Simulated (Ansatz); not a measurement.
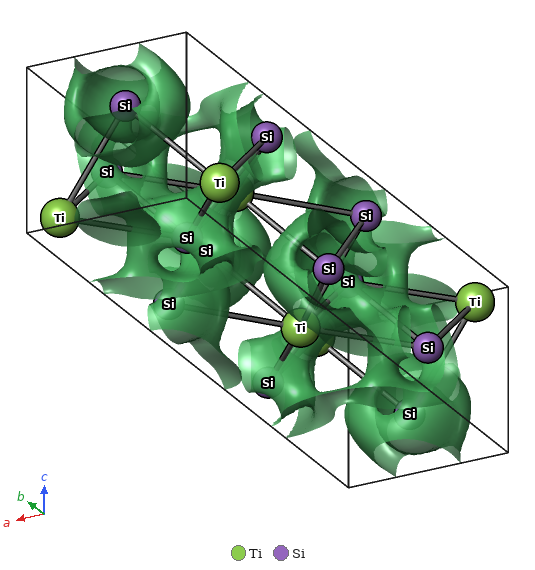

*TiSi2. Isosurface of the ELF at 0.65 (green), seen at an oblique angle. Only the valence region is drawn (cores and ρ < 0.01 e/Å³ removed). Sticks mark near contacts.*

Space group Cmcm; a structure from a database of computed crystals, not necessarily the ambient phase; computed pressure about −2 GPa in this cell.

The calculation used Kohn-Sham DFT of a periodic cell, PBEsol, Ansatz PAW in Ansatz 0.2.0.

Core electrons are frozen (PAW), and the valence fields are smoothed inside the atomic spheres.

What do the ELF domains correspond to?

Answer. The surface consists of channels that run through the cell in one direction and sheets that run through the cell in two directions, counted in one cell of 12 atoms. Regions shared between cells count once.

Values along the shortest contacts:
Si–Si (2.38 Å): the ELF peaks at about 0.75 between the atoms. Ti–Si (2.58 Å): the ELF peaks at about 0.75 in the valence shell of Si, 0.9 Å from its nucleus, and is about 0.40 at the midpoint.

Metal or insulator at this level of theory?

Answer. It is metallic or semimetallic at this level of theory: no gap opens.
